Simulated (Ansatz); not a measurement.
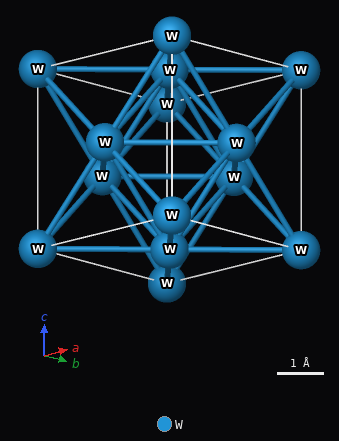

Phonons of crystalline W, space group Fm-3m (No. 225), at the zone centre of a doubled cell. Style: ball-and-stick. Shown: the conventional cell (2 times the calculation's cell), from a free direction. Lengths and directions refer to the drawn axes.

Computed with Ansatz, DFT PBEsol, scalar-relativistic, plane waves, PAW.

Input file:
```yaml
crystal:
  lattice:
    - [0.0, -2.03, -2.03]
    - [0.0, 2.03, -2.03]
    - [4.06, 0.0, 0.0]
  atoms:
    - { symbol: W, position: [0.5, 0.5, 0.5] }
    - { symbol: W, position: [0.0, 0.0, 0.0] }
basis:
  ecutwfc: 420
kpoints:
  mp_grid: { grid: [16, 16, 12] }
hamiltonian:
  xc: pbesol
scf:
  occupations: { method: gaussian, width: 0.15 }
output:
  eigenvalues: true
phonons:
  method: fd
  supercell: [1, 1, 1]
  amplitude: 0.02
  eigenvectors: true
  dielectric: false
```

Command:
```bash
ansatz run input.yaml --threads 2 --pin off --max-ram 5120MiB --backend cpu --events-out ev --progress --plain --runs-dir out
```

> List the modes.

The calculation's cell holds 2 atoms, so there are 3 modes besides the translations, in 2 levels. No level is unstable.

```csv
level,degeneracy,frequency (cm⁻¹),origin
1,2,88,zone boundary
2,1,198,zone boundary
```

The displacement patterns (one member of each degenerate set):

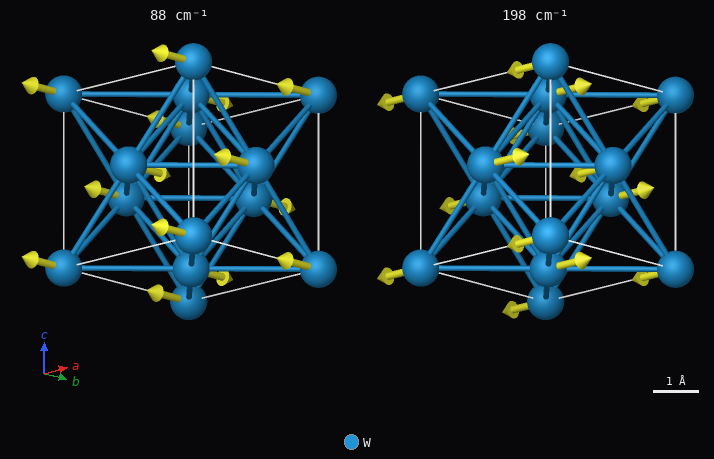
